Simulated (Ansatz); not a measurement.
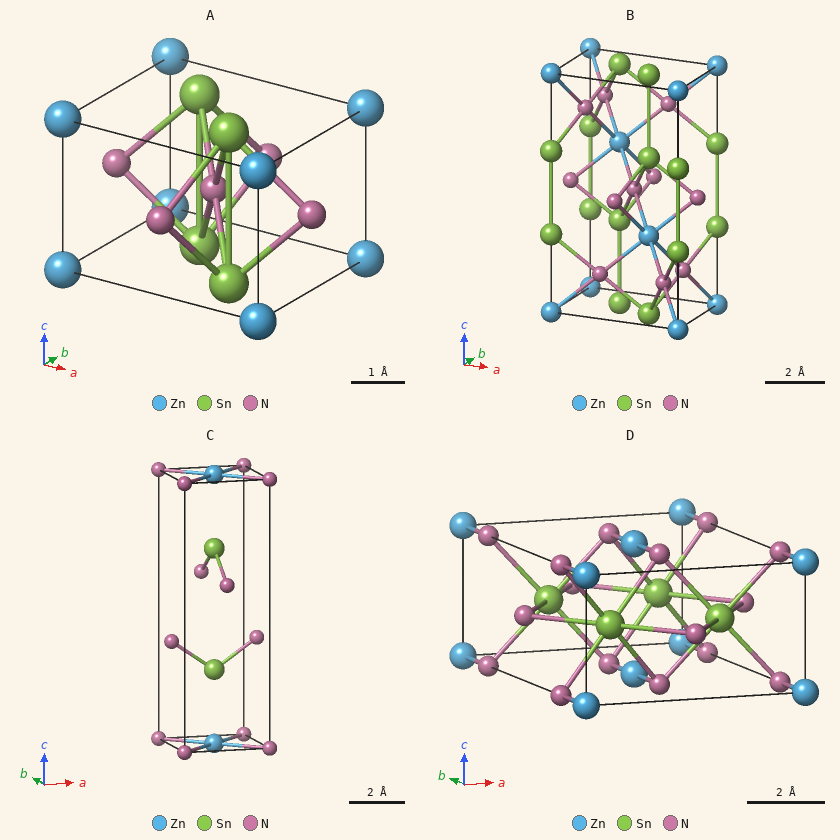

Four structures of ZnSn2N3, each relaxed to rest (conventional cells in solid outline, small ones repeated, each panel with its own scale). Method: DFT PBE, scalar-relativistic, plane waves, PAW (Ansatz), without spin polarisation.

Question: Give the type and space group of each panel.

Answer: A: CeCo₃B₂ type, P6/mmm; B: 18 atoms a cell on a rhombohedral (trigonal R) lattice, R-3m; C: 6 atoms a cell on a primitive tetragonal lattice, P-4m2; D: 12 atoms a cell on a base-centred orthorhombic lattice, Cmmm.

Question: Rank them by energy, lowest first.

Answer: B, then D (+43 meV/atom), A (+94 meV/atom) and C (+387 meV/atom), energies at zero smearing.

Question: Collect the results in a table.

Answer:
| panel | structure | E − E(lowest) (meV/atom) | volume (Å³/atom) | gap (eV) |
| --- | --- | --- | --- | --- |
| B | R-3m | 0 | 14.0 | metal |
| D | Cmmm | 43 | 15.6 | metal |
| A | P6/mmm | 94 | 14.6 | metal |
| C | P-4m2 | 387 | 17.8 | metal |

Some of these may be structure types tried for this composition rather than known phases, and the most stable form need not be among them. Gaps are taken on the k-mesh or band path of each run.
